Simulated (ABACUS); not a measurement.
# Band-structure run of MnS (part 1 of 3)

MnS (P6₃mc, 4 atoms in the cell), computed with Kohn-Sham DFT of a periodic cell, r2SCAN, SG15 ONCV 1.2 PBE, spin-polarised (ABACUS 3.10.1).

The structure derives from a Materials Project entry.

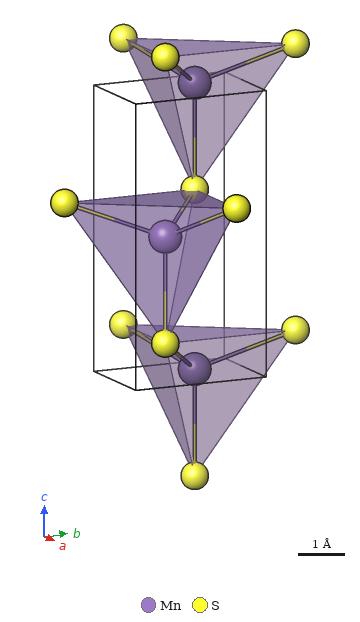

Figure 1. The input geometry (polyhedral view of the cell of the calculation, seen slightly off an axis; polyhedra are completed across the faces of the cell). An atom can appear more than once, as a periodic image.

### Input
```python
"""ABACUS run from a structure file: ASE reads it, the script writes STRU, KPT and INPUT."""
import re
import subprocess
from ase.io import read
from ase.units import Bohr

atoms = read("MnS.cif")
atoms = atoms[(-atoms.numbers).argsort(kind="stable")]  # ABACUS lists atoms element by element
pseudo = {'Mn': 'Mn_ONCV_PBE-1.2.upf', 'S': 'S_ONCV_PBE-1.2.upf'}
orbital = {}
magmoms = [4.0, 4.0, 0.0, 0.0]
kmesh = [5, 5, 3]
params = {
    'suffix': 'MnS',
    'calculation': 'scf',
    'basis_type': 'pw',
    'pseudo_dir': './',
    'symmetry': 1,
    'dft_functional': 'MGGA_X_R2SCAN+MGGA_C_R2SCAN',
    'ecutwfc': 112,
    'pseudo_rcut': 7,
    'nspin': 2,
    'nbands': 36,
    'ks_solver': 'dav',
    'smearing_method': 'fd',
    'smearing_sigma': 0.00367493,
    'scf_thr': 1e-08,
    'scf_nmax': 100,
    'mixing_type': 'broyden',
    'mixing_beta': 0.4,
    'cal_force': 1,
    'cal_stress': 1,
    'mixing_tau': 1,
    'out_chg': 1,
    'kpar': 4,
}

symbols = atoms.get_chemical_symbols()
elements = list(dict.fromkeys(symbols))
lines = ["ATOMIC_SPECIES"] + [f"{e} {atoms.get_masses()[symbols.index(e)]:.4f} {pseudo[e]}" for e in elements]
if orbital:
    lines += ["", "NUMERICAL_ORBITAL"] + [orbital[e] for e in elements]
lines += ["", "LATTICE_CONSTANT", f"{1 / Bohr:.10f}", "", "LATTICE_VECTORS"]
lines += [" ".join(f"{x:.10f}" for x in v) for v in atoms.cell]
lines += ["", "ATOMIC_POSITIONS", "Direct"]
for e in elements:
    lines += ["", e, "0.0", str(symbols.count(e))]
    for i, p in enumerate(atoms.get_scaled_positions(wrap=False)):
        if symbols[i] == e:
            mag = "" if magmoms is None else " mag " + " ".join(str(x) for x in (magmoms[i] if isinstance(magmoms[i], list) else [magmoms[i]]))
            lines.append(" ".join(f"{x:.10f}" for x in p) + " 1 1 1" + mag)
open("STRU", "w").write("\n".join(lines) + "\n")
open("KPT", "w").write("K_POINTS\n0\nGamma\n%d %d %d 0 0 0\n" % tuple(kmesh))
open("INPUT", "w").write("INPUT_PARAMETERS\n" + "".join(f"{k:<20s}{v}\n" for k, v in params.items()))

done = subprocess.run(['mpirun', '-np', '4', 'abacus'])
if done.returncode:
    raise SystemExit(done.returncode)
log = open("OUT.MnS/running_scf.log").read()
print("final energy (eV):", re.findall(r"FINAL_ETOT_IS (\S+)", log))
```

### File MnS.cif
```
data_MnS
_cell_length_a 3.95357692
_cell_length_b 3.95357692
_cell_length_c 6.34252886
_cell_angle_alpha 90.00000000
_cell_angle_beta 90.00000000
_cell_angle_gamma 120.00000000
_space_group_name_H-M_alt 'P1'
_space_group_name_Hall 'P 1'
_space_group_IT_number 1
loop_
_space_group_symop_operation_xyz
'x,y,z'
loop_
_atom_site_label
_atom_site_type_symbol
_atom_site_symmetry_multiplicity
_atom_site_Wyckoff_symbol
_atom_site_fract_x
_atom_site_fract_y
_atom_site_fract_z
_atom_site_occupancy
Mn1 Mn 1 a 0.6666666667 0.3333333333 0.4988446700 1
Mn2 Mn 1 a 0.3333333333 0.6666666667 0.9988446700 1
S1 S 1 a 0.3333333333 0.6666666667 0.6261543000 1
S2 S 1 a 0.6666666667 0.3333333333 0.1261543000 1
```

### File INPUT
```
INPUT_PARAMETERS
suffix              MnS
calculation         scf
basis_type          pw
pseudo_dir          ./
symmetry            1
dft_functional      MGGA_X_R2SCAN+MGGA_C_R2SCAN
ecutwfc             112
pseudo_rcut         7
nspin               2
nbands              36
ks_solver           dav
smearing_method     fd
smearing_sigma      0.00367493
scf_thr             1e-08
scf_nmax            100
mixing_type         broyden
mixing_beta         0.4
cal_force           1
cal_stress          1
mixing_tau          1
out_chg             1
kpar                4
```

### File STRU
```
ATOMIC_SPECIES
Mn 54.9380 Mn_ONCV_PBE-1.2.upf
S 32.0600 S_ONCV_PBE-1.2.upf

LATTICE_CONSTANT
1.8897261258

LATTICE_VECTORS
3.9535769200 0.0000000000 0.0000000000
-1.9767884600 3.4238980485 0.0000000000
0.0000000000 0.0000000000 6.3425288600

ATOMIC_POSITIONS
Direct

Mn
0.0
2
0.6666666667 0.3333333333 0.4988446700 1 1 1 mag 4.0
0.3333333333 0.6666666667 0.9988446700 1 1 1 mag 4.0

S
0.0
2
0.3333333333 0.6666666667 0.6261543000 1 1 1 mag 0.0
0.6666666667 0.3333333333 0.1261543000 1 1 1 mag 0.0
```

### File KPT
```
K_POINTS
0
Gamma
5 5 3 0 0 0
```

Machine: 4 threads of Intel Xeon (Granite Rapids), 32 GiB of memory available, shared host.

Launch command:
```bash
OMP_NUM_THREADS=1 python run_abacus.py > log
```

### Output
```
ABACUS v3.10.1

               Atomic-orbital Based Ab-initio Computation at UStc

 ------------------------------------------------------------------------------------

 READING GENERAL INFORMATION
                           global_out_dir = OUT.MnS/
                           global_in_card = INPUT
                               pseudo_dir = ./
                              orbital_dir =
                                    DSIZE = 4
                                    GSIZE = 1

 READING UNITCELL INFORMATION
                                    ntype = 2
                  lattice constant (Bohr) = 1.88973
              lattice constant (Angstrom) = 1

 READING ATOM TYPE 1
                               atom label = Mn
                      L=0, number of zeta = 1
                      L=1, number of zeta = 1
                      L=2, number of zeta = 1
             number of atom for this type = 2
               magnetization of element 1 = 4

 READING ATOM TYPE 2
                               atom label = S
                      L=0, number of zeta = 1
                      L=1, number of zeta = 1
                      L=2, number of zeta = 1
             number of atom for this type = 2
               magnetization of element 2 = 0

                        TOTAL ATOM NUMBER = 4
DIRECT COORDINATES
    atom                   x                   y                   z     mag                  vx                  vy                  vz
taud_Mn1            0.6666666667        0.3333333333        0.4988446700  4.0000        0.0000000000        0.0000000000        0.0000000000
taud_Mn2            0.3333333333        0.6666666667        0.9988446700  4.0000        0.0000000000        0.0000000000        0.0000000000
taud_S1            0.3333333333        0.6666666667        0.6261543000  0.0000        0.0000000000        0.0000000000        0.0000000000
taud_S2            0.6666666667        0.3333333333        0.1261543000  0.0000        0.0000000000        0.0000000000        0.0000000000

                          Volume (Bohr^3) = 579.389
                             Volume (A^3) = 85.8565

 Lattice vectors: (Cartesian coordinate: in unit of a_0)
             +3.95358                  +0                  +0
             -1.97679             +3.4239                  +0
                   +0                  +0            +6.34253
 Reciprocal vectors: (Cartesian coordinate: in unit of 2 pi/a_0)
            +0.252936           +0.146032                  -0
                   -0           +0.292065                  -0
                   +0                  -0           +0.157666
 The esolver type has been set to : ksdft_pw

                PAO radial cut off (Bohr) = 7

 Read in pseudopotential file is Mn_ONCV_PBE-1.2.upf
                     pseudopotential type = NC
          exchange-correlation functional = PBE
                 nonlocal core correction = 0
                        valence electrons = 15
                                     lmax = 2
                           number of zeta = 0
                     number of projectors = 6
                           L of projector = 0
                           L of projector = 0
                           L of projector = 1
                           L of projector = 1
                           L of projector = 2
                           L of projector = 2
 XC functional updated to : MGGA_X_R2SCAN+MGGA_C_R2SCAN
          exchange-correlation functional = MGGA_X_R2SCAN+MGGA_C_R2SCAN
                PAO radial cut off (Bohr) = 7

 Read in pseudopotential file is S_ONCV_PBE-1.2.upf
                     pseudopotential type = NC
          exchange-correlation functional = PBE
                 nonlocal core correction = 0
                        valence electrons = 6
                                     lmax = 1
                           number of zeta = 0
                     number of projectors = 4
                           L of projector = 0
                           L of projector = 0
                           L of projector = 1
                           L of projector = 1
 XC functional updated to : MGGA_X_R2SCAN+MGGA_C_R2SCAN
          exchange-correlation functional = MGGA_X_R2SCAN+MGGA_C_R2SCAN
     initial pseudo atomic orbital number = 0
 The readin total magnetization is 8

 SETUP THE ELECTRONS NUMBER
            electron number of element Mn = 15
      total electron number of element Mn = 30
             electron number of element S = 6
       total electron number of element S = 12
            AUTOSET number of electrons:  = 42
                           occupied bands = 21
                                   NBANDS = 36
                                   NLOCAL = 36

%%%%%%%%%%%%%%%%%%%%%%%%%%%%%%%%%%%%%%%%%%%%%%%%%%%%%%%%%%%%%%%%%%%%%%%%%%%%%%%%%%%%%%%%%%%%%%%%%%%%%%%%%%
 Warning: the number of valence electrons in pseudopotential > 7 for Mn: [Ar] 3d5 4s2
 Pseudopotentials with additional electrons can yield (more) accurate outcomes, but may be less efficient.
 If you're confident that your chosen pseudopotential is appropriate, you can safely ignore this warning.
%%%%%%%%%%%%%%%%%%%%%%%%%%%%%%%%%%%%%%%%%%%%%%%%%%%%%%%%%%%%%%%%%%%%%%%%%%%%%%%%%%%%%%%%%%%%%%%%%%%%%%%%%%

 SETUP THE PLANE WAVE BASIS
 energy cutoff for charge/potential (unit:Ry) = 448
            fft grid for charge/potential = [ 54, 54, 81 ]
                        fft grid division = [ 1, 1, 1 ]
        big fft grid for charge/potential = [ 54, 54, 81 ]
                                     nbxx = 236196
                                     nrxx = 236196

 SETUP PLANE WAVES FOR CHARGE/POTENTIAL
                    number of plane waves = 92883
                         number of sticks = 1735

 PARALLEL PW FOR CHARGE/POTENTIAL
     PROC   COLUMNS(POT)             PW
        1           1735          92883
 --------------- sum -------------------
        1           1735          92883
                            number of |g| = 4042
                                  max |g| = 40.5184
                                  min |g| = 0

----------- Double Check Mixing Parameters Begin ------------
mixing_type: broyden
mixing_beta: 0.4
mixing_gg0: 1
mixing_gg0_min: 0.1
mixing_beta_mag: 1.6
mixing_gg0_mag: 0
mixing_ndim: 8
----------- Double Check Mixing Parameters End ------------

 LATTICE VECTORS: (CARTESIAN COORDINATE: IN UNIT OF A0)
             +3.95358                  +0                  +0
             -1.97679             +3.4239                  +0
                   +0                  +0            +6.34253
                       right hand lattice = 1
                                   NORM_A = 3.95358
                                   NORM_B = 3.95358
                                   NORM_C = 6.34253
                           ALPHA (DEGREE) = 90
                           BETA  (DEGREE) = 90
                           GAMMA (DEGREE) = 120

 The lattice vectors have been changed (STRU_SIMPLE.cif)

(for optimal symmetric configuration:)
                             BRAVAIS TYPE = 4
                     BRAVAIS LATTICE NAME = 04. Hexagonal cell
                                    ibrav = 4
                                    IBRAV = 4
                                  BRAVAIS = HEXAGONAL CELL
                       LATTICE CONSTANT A = 3.95358
                                C/A RATIO = 1.60425
Original cell was already a primitive cell.
                        ROTATION MATRICES = 24
              PURE POINT GROUP OPERATIONS = 6
                   SPACE GROUP OPERATIONS = 12
                                       C2 = 0
                                       C3 = 2
                                       C4 = 0
                                       C6 = 0
                                       S1 = 3
                                       S3 = 0
                                       S4 = 0
                                       S6 = 0
                              POINT GROUP = C_3v
                                       C2 = 1
                                       C3 = 2
                                       C4 = 0
                                       C6 = 2
                                       S1 = 6
                                       S3 = 0
                                       S4 = 0
                                       S6 = 0
               POINT GROUP IN SPACE GROUP = C_6v

 SETUP K-POINTS
                                    nspin = 2
                   Input type of k points = Monkhorst-Pack(Gamma)
                                   nkstot = 75
                       right hand lattice = 1
(for reciprocal lattice: )
                             BRAVAIS TYPE = 4
                     BRAVAIS LATTICE NAME = 04. Hexagonal cell
                                    ibrav = 4
                       right hand lattice = 1
(for k-lattice: )
                             BRAVAIS TYPE = 4
                     BRAVAIS LATTICE NAME = 04. Hexagonal cell
                                    ibrav = 4
                       right hand lattice = 1
                        ROTATION MATRICES = 24
                               nkstot_ibz = 10
K-POINTS REDUCTION ACCORDING TO SYMMETRY
     IBZ    DIRECT_X    DIRECT_Y    DIRECT_Z  WEIGHT  ibz2bz
       1  0.00000000  0.00000000  0.00000000  0.0133       0
       2 -0.20000000  0.20000000  0.00000000  0.0800       1
       3 -0.40000000  0.40000000  0.00000000  0.0800       2
       4 -0.20000000  0.40000000  0.00000000  0.0800       6
       5  0.40000000  0.40000000  0.00000000  0.0800       7
       6  0.00000000  0.00000000  0.33333333  0.0267      25
       7 -0.20000000  0.20000000  0.33333333  0.1600      26
       8 -0.40000000  0.40000000  0.33333333  0.1600      27
       9 -0.20000000  0.40000000  0.33333333  0.1600      31
      10  0.40000000  0.40000000  0.33333333  0.1600      32

                               nkstot now = 10
[... K-POINTS DIRECT COORDINATES: 10 rows ...]

           k-point number in this process = 3
       minimum distributed K point number = 2
[... stars of the k points ...]
                             nks(nspin=2) = 6
                          nkstot(nspin=2) = 20

[... K-POINTS CARTESIAN COORDINATES: 6 rows ...]

[... K-POINTS DIRECT COORDINATES: 6 rows ...]

 SETUP PLANE WAVES FOR WAVE FUNCTIONS
     energy cutoff for wavefunc (unit:Ry) = 112
              fft grid for wave functions = [ 54, 54, 81 ]
                    number of plane waves = 12923
                         number of sticks = 463

 PARALLEL PW FOR WAVE FUNCTIONS
     PROC   COLUMNS(POT)             PW
        1            463          12923
 --------------- sum -------------------
        1            463          12923

 SETUP NONLOCAL PSEUDOPOTENTIALS IN PLANE WAVE BASIS
 Mn non-local projectors:
 projector 1 L=0
 projector 2 L=0
 projector 3 L=1
 projector 4 L=1
 projector 5 L=2
 projector 6 L=2
 S non-local projectors:
 projector 1 L=0
 projector 2 L=0
 projector 3 L=1
 projector 4 L=1
      TOTAL NUMBER OF NONLOCAL PROJECTORS = 52

 Init Non-Local PseudoPotential table :
 Init Non-Local-Pseudopotential done.

                                     npwx = 11633

 -------------------------------------------
 SELF-CONSISTENT
 -------------------------------------------
                                 init_chg = atomic

 PW ALGORITHM --------------- ION=   1  ELEC=   1--------------------------------

 Notice: Threshold on eigenvalues was too large.
 hsover_error=0.42 > DRHO=0.204315
 Origin diag ethr = 0.01
 New diag ethr = 0.000486464
          total magnetism (Bohr mag/cell) = 9.95752
       absolute magnetism (Bohr mag/cell) = 9.95752
                        nelec for spin up = 25.9788
                      nelec for spin down = 16.0212

 Density error is 0.202464851224
                          Error Threshold = 0.000486464078839
----------------------------------------------------------
     Energy           Rydberg                 eV
----------------------------------------------------------
 E_KohnSham     -439.4002057739      -5978.3465008969
 E_Harris       -437.7900635504      -5956.4393920678
 E_Fermi        0.5430957571         7.3891968558
----------------------------------------------------------

 PW ALGORITHM --------------- ION=   1  ELEC=   2--------------------------------
          total magnetism (Bohr mag/cell) = 9.99999999901
       absolute magnetism (Bohr mag/cell) = 10.0014909601
                        nelec for spin up = 25.9999999995
                      nelec for spin down = 16.0000000005

 Density error is 0.0555021152301
                          Error Threshold = 0.00048205916958
----------------------------------------------------------
     Energy           Rydberg                 eV
----------------------------------------------------------
 E_KohnSham     -439.3944303983      -5978.2679228808
 E_Harris       -437.8894306321      -5957.7913505719
 E_Fermi        0.5915621118         8.0486154413
----------------------------------------------------------

 PW ALGORITHM --------------- ION=   1  ELEC=   3--------------------------------
          total magnetism (Bohr mag/cell) = 9.99998752816
       absolute magnetism (Bohr mag/cell) = 10.0000278496
                        nelec for spin up = 25.9999937641
                      nelec for spin down = 16.0000062359

 Density error is 0.0123728262474
                          Error Threshold = 0.000132147893405
----------------------------------------------------------
     Energy           Rydberg                 eV
----------------------------------------------------------
 E_KohnSham     -439.4574038706      -5979.1247209279
 E_Harris       -438.5917620297      -5967.3470594638
 E_Fermi        0.5973360289         8.1271736140
----------------------------------------------------------

 PW ALGORITHM --------------- ION=   1  ELEC=   4--------------------------------
          total magnetism (Bohr mag/cell) = 9.99999840481
       absolute magnetism (Bohr mag/cell) = 10.0004295486
                        nelec for spin up = 25.9999992024
                      nelec for spin down = 16.0000007976

 Density error is 0.00163979474036
                          Error Threshold = 2.94591101129e-05
----------------------------------------------------------
     Energy           Rydberg                 eV
----------------------------------------------------------
 E_KohnSham     -439.4713807287      -5979.3148858381
 E_Harris       -439.0886992311      -5974.1082369516
 E_Fermi        0.6065576471         8.2526401667
----------------------------------------------------------
```
